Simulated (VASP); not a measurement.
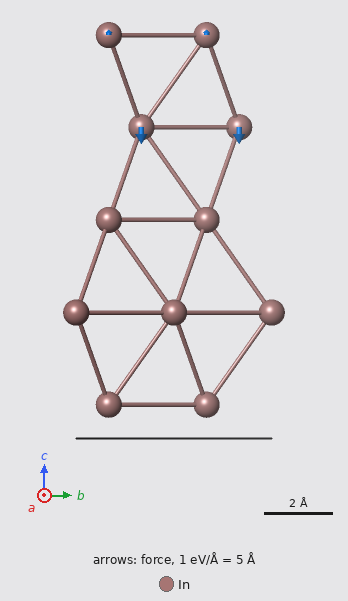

Starting geometry of a slab of composition In with the computed forces as blue arrows. Style: ball-and-stick. Shown: the 2 × 2 repeat of the cell, outlined in the plane, without the vacuum, along the a axis.

The run lets the atoms move in a fixed cell. 2 atoms are held fixed.

Theory: Kohn-Sham DFT of a periodic cell, PBEsol, VASP PAW PBE potentials, recommended (VASP).

Input
```
SYSTEM = In
PREC = Accurate
ENCUT = 520
EDIFF = 1E-7
ISMEAR = 0
SIGMA = 0.05
LREAL = .FALSE.
LASPH = .TRUE.
NELM = 80
ALGO = Normal
ISIF = 2
LWAVE = .FALSE.
LCHARG = .FALSE.
LDIPOL = .TRUE.
IDIPOL = 3
DIPOL = 0.5 0.5 0.500
GGA = PS
IBRION = 2
NSW = 40
EDIFFG = -0.005
```

Command:
```bash
cat potpaw_PBE.64/In_d/POTCAR > POTCAR
mpirun -np 1 vasp_std > vasp.out
```

**Is this structure relaxed? If not, where do the atoms go?**

It isn't relaxed: the largest force vector, on an In atom, is 0.10 eV/Å. The final displacements follow the starting forces only in part (cosine between the two patterns 0.34). The largest move is that of an In atom, 0.34 Å along the normal (−c). The lattice vectors keep their values. Among the contacts that change: In–In 3.352 → 3.234 Å, In–In 3.337 → 3.287 Å. Over 20 geometry steps the energy falls by 21.0 meV per cell of the calculation. Largest force component: 0.1 eV/Å at the start, 0.093 eV/Å at the end.
